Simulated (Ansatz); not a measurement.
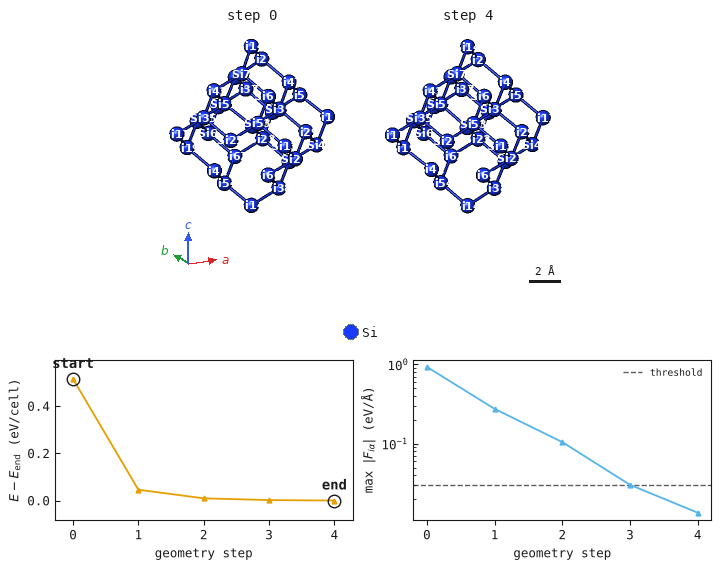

First and last geometry of a relaxation of a defect cell of composition Si63 (cell charge −1), with the history of the run. Style: ball-and-stick. Shown: the atoms within 5.8 Å of the atom that moves most (axes of the cell of the calculation (origin shifted)), slightly off an axis.

All numbers below come from DFT, PBEsol, PAW, plane waves in Ansatz. (plane-wave cutoff 420 eV; k-point mesh 1 × 1 × 1; collinear spin; atoms relaxed in a fixed cell; force threshold 0.03 eV/Å; at most 80 steps)

Read the history and describe the run.

Answer. It converged. The atom that moves furthest is a Si atom (0.15 Å along [−3 −1 −2]). The lattice vectors keep their values. Among the contacts that change: Si–Si 2.430 → 2.347 Å, Si–Si 2.301 → 2.361 Å, Si–Si 2.398 → 2.348 Å, Si–Si 2.321 → 2.370 Å. Among the angles between lasting bonds that change: Si–Si–Si 107.3° → 111.7°, Si–Si–Si 108.9° → 112.3°, Si–Si–Si 110.6° → 107.4°. Over 4 geometry steps the energy falls by 0.514 eV per cell of the calculation. The largest force component goes from 0.93 to 0.013 eV/Å. The program noted that the starting moments weren't kept.

Limits of the set-up: the cell is charged, on a uniform background, and energies carry no finite-size correction.
